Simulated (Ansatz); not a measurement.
SnO₂ (space group P4_2/mnm, No. 136). Coordinates: the geometry relaxed with Ansatz 0.2.0, DFT, PBE, plane waves, PAW.

```
CELL_PARAMETERS angstrom
4.82694 0.00000 0.00000
0.00000 4.82694 0.00000
0.00000 0.00000 3.23822
ATOMIC_POSITIONS crystal
Sn 0.00000 0.00000 0.00000
Sn 0.50000 0.50000 0.50000
O 0.30657 0.30657 0.00000
O 0.19343 0.80657 0.50000
O 0.69343 0.69343 0.00000
O 0.80657 0.19343 0.50000
```

Describe how the polyhedra about Sn are linked (bonds: O–Sn below 2.4 Å).

Sn: SnO6 octahedron, sharing corners with eight neighbours and edges with two neighbours.

They form a three-dimensional framework of corner- and edge-sharing octahedra.

Centre to centre across a shared corner: 3.78 Å; across a shared edge: 3.24 Å.

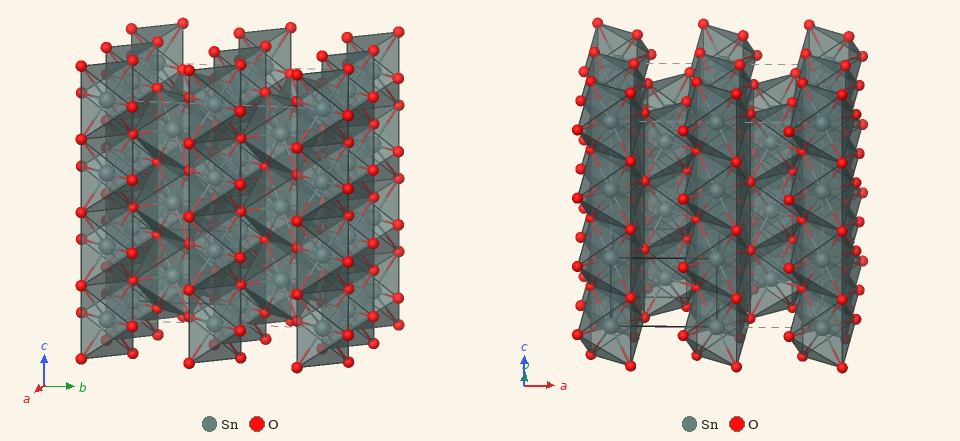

Polyhedra are drawn about Sn (bonds: O–Sn below 2.4 Å); other atoms are plain spheres. Two views of the same piece.
